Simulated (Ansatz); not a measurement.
The calculation's input:

```
crystal:
  lattice:
    - [0.0, 2.009147169, 2.009147169]
    - [2.009147169, 0.0, 2.009147169]
    - [2.009147169, 2.009147169, 0.0]
  atoms:
    - { symbol: W, position: [0.0, 0.0, 0.0] }
basis:
  ecutwfc: 500
kpoints:
  mp_grid: { grid: [18, 18, 18] }
hamiltonian:
  xc: r2scan
scf:
  occupations: { method: gaussian, width: 0.1 }
output:
  forces: true
  stress: true
  eigenvalues: true
  write_density: true
  write_potential: true
  elf: true
  volumetric_format: npy
relax:
  adjacent_minimum: "off"
  f_tol: 0.005
  max_steps: 80
  cell: { stress_tol: 0.05 }
```

Launched as:

```sh
ansatz run input.yaml --threads 1 --pin off --max-ram 2560MiB --backend cpu --events-out ev --progress --plain --runs-dir out
```

Below, planes, directions and counts refer to the conventional cell (a = 4.02 Å, b = 4.02 Å, c = 4.02 Å, α = 90.00°, β = 90.00°, γ = 90.00°).

Space group Fm-3m.

The calculation used DFT r2SCAN, scalar-relativistic, plane waves, PAW in Ansatz 0.2.0.

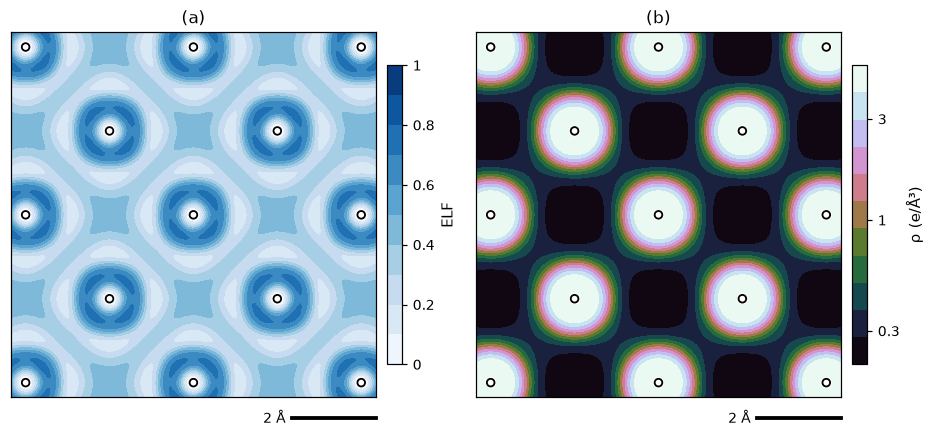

W. (a) ELF; (b) valence pseudo-density on the (100) plane of the conventional cell. Circles mark the nuclei in the plane (W).

Core electrons are frozen (PAW), and the valence fields are smoothed inside the atomic spheres.

What do the fields say about this system?

The plane passes through W nuclei.
W–W (2.84 Å): ρ is about 0.36 e/Å³ halfway; the ELF is about 0.35 at the midpoint.
Between the atoms the lowest density in this plane is 0.21 e/Å³.
The features right at W lie inside the PAW spheres, where the map follows smoothed inner orbitals and isn't to be read closely.

Metal or insulator at this level of theory?

It is gapless in this calculation (a metal or semimetal).
